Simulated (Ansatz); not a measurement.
BN (space group F-43m, No. 216): the geometry relaxed with DFT r2SCAN, scalar-relativistic, plane waves, PAW (Ansatz 0.2.0).

```cif
data_structure
_symmetry_space_group_name_H-M 'P 1'
_symmetry_Int_Tables_number 1
_cell_length_a 3.6097
_cell_length_b 3.6097
_cell_length_c 3.6097
_cell_angle_alpha 90.000
_cell_angle_beta 90.000
_cell_angle_gamma 90.000
_cell_volume 47.03
loop_
_atom_site_label
_atom_site_type_symbol
_atom_site_fract_x
_atom_site_fract_y
_atom_site_fract_z
_atom_site_occupancy
B1 B 0.00000 0.50000 0.50000 1
N1 N 0.75000 0.75000 0.25000 1
B2 B 0.00000 0.00000 0.00000 1
N2 N 0.75000 0.25000 0.75000 1
B3 B 0.50000 0.50000 0.00000 1
N3 N 0.25000 0.75000 0.75000 1
B4 B 0.50000 0.00000 0.50000 1
N4 N 0.25000 0.25000 0.25000 1
```

Describe how the polyhedra about B are linked (bonds: B–N below 1.8 Å).

B: BN4 tetrahedron, sharing corners with twelve neighbours.

They form a three-dimensional framework of corner-sharing tetrahedra.

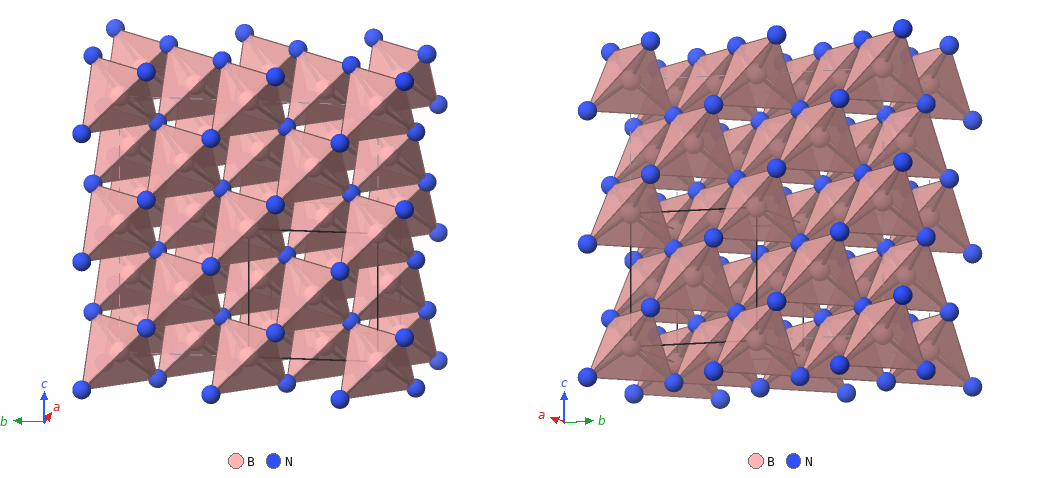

Polyhedra are drawn about B (bonds: B–N below 1.8 Å); other atoms are plain spheres. Two views of the same piece.
